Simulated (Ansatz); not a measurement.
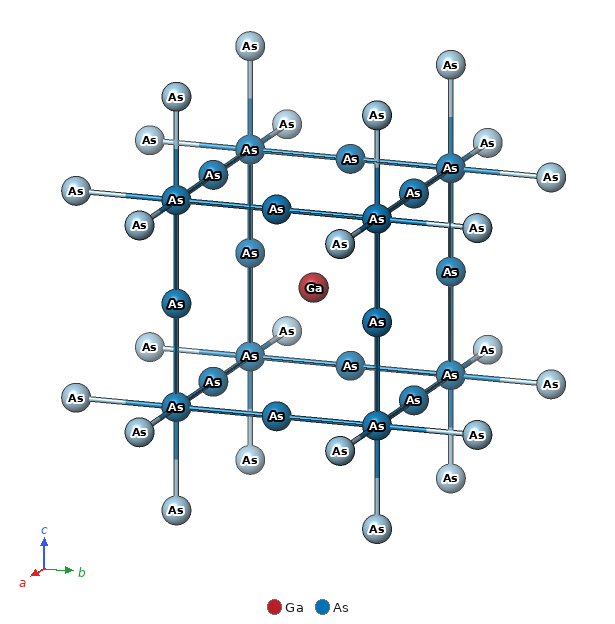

Crystal structure, ball-and-stick style, seen slightly off an axis. The conventional unit cell is outlined; an atom on or near a face, edge or corner is repeated at each equivalent position. Outside the box, the atoms bonded to those within are drawn, in fainter colours. Cell: a = 5.01 Å, b = 5.01 Å, c = 5.01 Å, α = 90.00°, β = 90.00°, γ = 90.00°.

The structure comes from a random cell made by a generator, so it need not be a real form of the compound. Earlier steps of the study, as a rule a relaxation of our own, may have changed the cell and positions, so they can lie some per cent off the listed ones. Ansatz was used for an electronic-structure calculation on it.

**Caption:**

Its composition is GaAs₄. Space group Pm-3m (No. 221), lattice primitive cubic. The cell has 5 atoms, namely 1 Ga, 4 As. As takes two kinds of site: 3d with two As in a linear arrangement at about 2.5 Å; 1a with six As in an octahedral arrangement at about 2.5 Å. The bonds build a three-dimensional framework; Ga atoms get no bond from the drawing's distance rule.

Calculation details: DFT PBE, scalar-relativistic, plane waves, PAW in Ansatz 0.2.0; a basis cut at 420 eV, an 8×8×8 mesh of k-points, Gaussian smearing of 0.1 eV, no spin polarisation.

**Is it conducting or gapped at this level?**

A metal: bands cross the Fermi level.

**Predict the Bader charges.**

Ga +0.39 e; As -0.13 to +0.01 e.

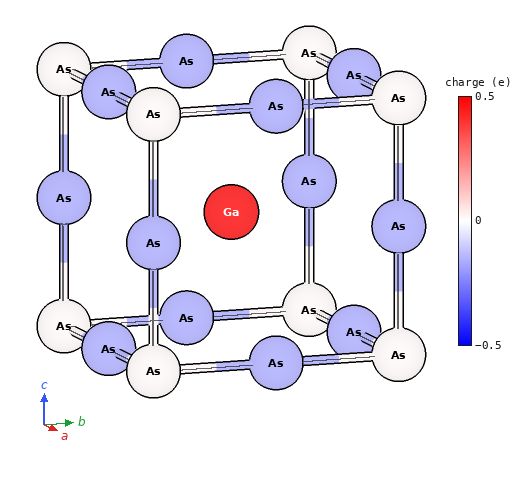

The atoms coloured by those charges. The run's cell of 5 atoms is drawn.

**Does the calculation find this structure at rest?**

Yes. All forces vanish to within 0.01 eV/Å. The pressure is 0.0 GPa, close to zero.
